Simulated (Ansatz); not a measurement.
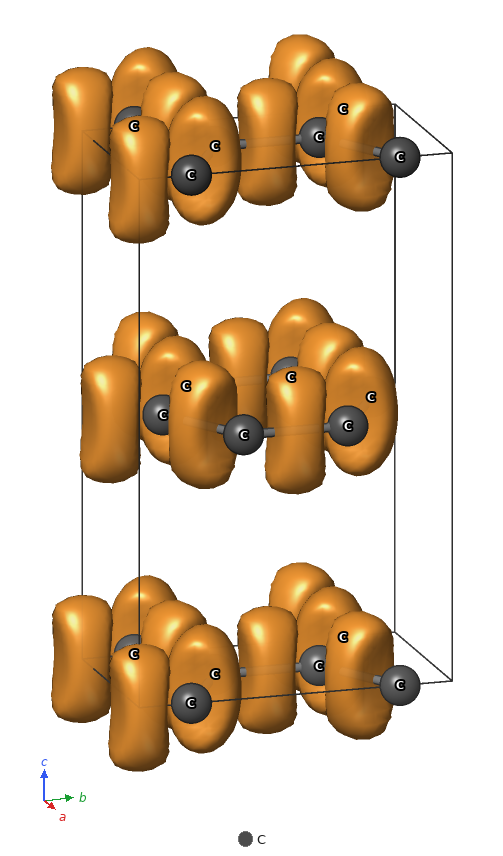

Figure. C. Isosurface of the electron localisation function at 0.7 (orange), seen slightly off an axis. Only the valence region is drawn (cores and ρ < 0.01 e/Å³ removed). Sticks mark near contacts.

Space group Fmmm; changed on purpose from its base cell (strain -0.030 along x and y, +0.030 along z, atoms carried along); computed pressure about 24 GPa in this cell.

Theory: DFT LDA, scalar-relativistic, plane waves, PAW (Ansatz 0.2.0).

Core electrons are frozen (PAW), and the valence fields are smoothed inside the atomic spheres.

```xyz
8
Lattice="2.3823 0.0000 0.0000 0.0000 4.1264 0.0000 0.0000 0.0000 6.8969" Properties=species:S:1:pos:R:3 pbc="T T T"
C     0.0000    0.6877    0.0000
C     1.1912    2.7509    0.0000
C     1.1912    0.6877    3.4484
C     0.0000    2.7509    3.4484
C     1.1912    1.3754    0.0000
C     0.0000    3.4386    0.0000
C     0.0000    1.3754    3.4484
C     1.1912    3.4386    3.4484
```

Q: Identify the bonds, lone pairs and shells in this picture.

A: The surface consists of twelve regions between bonded C–C atoms (shared pairs), counted in one cell of 8 atoms. Regions shared between cells count once. Along the contacts the grid gives the following. C–C (1.38 Å): the ELF peaks at about 0.95 between the atoms (localised, covalent bonding).

Q: Does the calculation give a band gap?

A: It is gapped, with a Kohn–Sham gap of 0.57 eV on the k-point mesh, an upper bound to the gap of this method.
